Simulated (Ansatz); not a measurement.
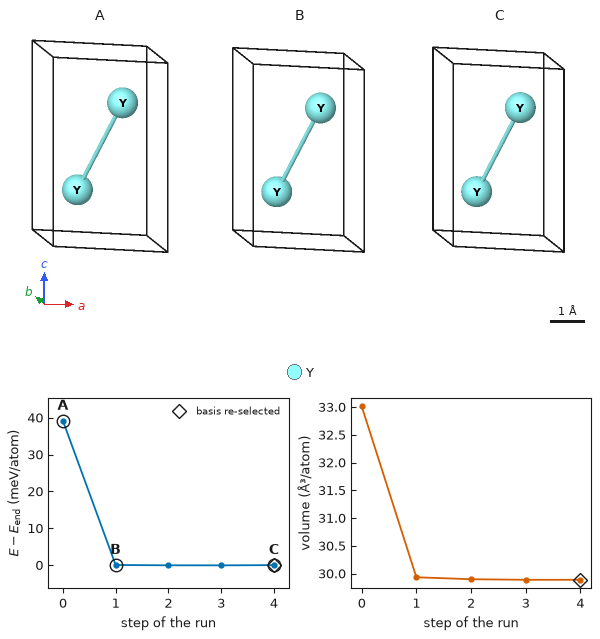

Frames of a relaxation of crystalline Y (set up in P6_3/mmc), marked on the history of the run. The picture is a ball-and-stick view of the cell of the calculation, seen slightly off an axis.

The run lets cell and atoms move.

All numbers below come from Kohn-Sham DFT of a periodic cell, LDA, Ansatz PAW in Ansatz.

Input
```yaml
crystal:
  lattice:
    - [3.6474, 0.0, 0.0]
    - [-1.8237, 3.1587410578, 0.0]
    - [0.0, 0.0, 5.7306]
  atoms:
    - { symbol: "Y", position: [0.6666666667, 0.3333333333, 0.75] }
    - { symbol: "Y", position: [0.3333333333, 0.6666666667, 0.25] }
hamiltonian:
  xc: lda
  pseudopotentials: { kind: paw }
kpoints:
  mp_grid: { grid: [8, 8, 5] }
scf:
  occupations: { method: fermi_dirac, width: 0.05 }
output:
  forces: true
  stress: true
  eigenvalues: true
  write_density: true
  write_potential: true
  elf: true
  volumetric_format: npy
relax:
  f_tol: 0.01
  max_steps: 40
  cell: { stress_tol: 0.05 }
```

Run as
```bash
ansatz run input.yaml --threads 2 --pin off --max-ram 5632MiB --backend cpu --events-out ev --progress --plain --runs-dir out
```

Question: Describe the path.

Answer: After 3 accepted moves (4 points after the start) the energy has fallen by 39.1 meV per atom. All forces vanish by symmetry, so only the cell relaxes. The pressure goes from −3.77 to 0.00 GPa. At 1 point the geometry stayed and the basis and grid were re-selected for the new cell (energy shift of 0.1 meV per atom at most each time). The atoms keep their places relative to the cell (all moves are under 0.005 Å). The volume changes by −9.5 %, with a = b 3.647 → 3.530 Å (−3.2 %), c 5.731 → 5.539 Å (−3.4 %). Near-neighbour distances that change, for instance: Y–Y 3.556 → 3.438 Å, Y–Y 3.647 → 3.530 Å. The space group stays P6_3/mmc (No. 194). From step 0 to 1: volume −9.3 %, energy −39.1 meV per atom. From step 1 to 4: volume −0.2 %, energy 0.0 meV per atom.
